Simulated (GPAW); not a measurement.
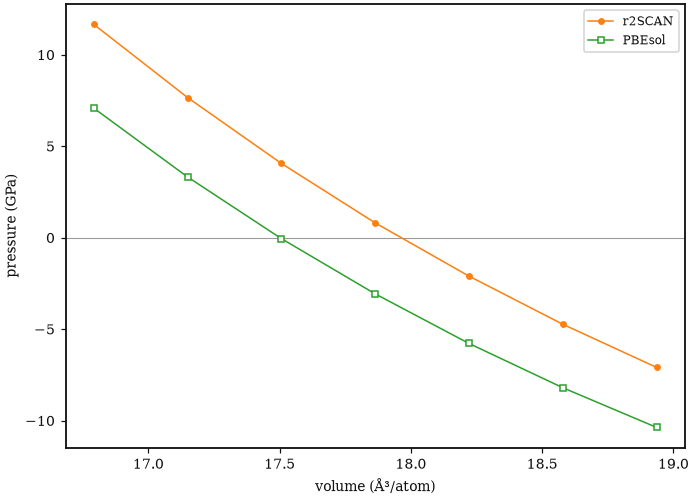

How it was computed, with GPAW 26.7.0: PAW DFT in plane waves, on a grid or in atomic orbitals, no spin polarisation; energies at scaled volumes of the given cell, shape and fractions fixed, counted from the fit's minimum, third-order Birch-Murnaghan fit. All runs: no spin polarisation.

- occupations: Fermi–Dirac
- smearing width: 0.05 eV
- wave cutoff: 600 eV

**Figure.** Pressure against volume, with one curve for each functional, for MoS₂ (space group P6_3/mmc).

Settings that differ: r2SCAN: k mesh 6×6×2, potentials GPAW-PAW-data-sets-(gpaw-data-1.2.1); PBEsol: k mesh 10×10×3, potentials PAW-data-sets-made-by gpaw-setup-for-the-functional.

The fitted equilibrium volumes, smallest first, are PBEsol 17.512, r2SCAN 17.974 Å³/atom. The fitted bulk moduli, smallest first, are r2SCAN 149.7, PBEsol 156.1 GPa. For r2SCAN, the pressure falls from 11.66 GPa at volume 16.79 Å³/atom to −7.09 GPa at 18.94 Å³/atom, and changes sign near 17.96 Å³/atom. For PBEsol, the pressure falls from 7.08 GPa at volume 16.79 Å³/atom to −10.37 GPa at 18.94 Å³/atom, and changes sign near 17.50 Å³/atom.

Note: shape and atomic fractions are frozen while scaling, which makes layered, chain and framework solids too stiff.
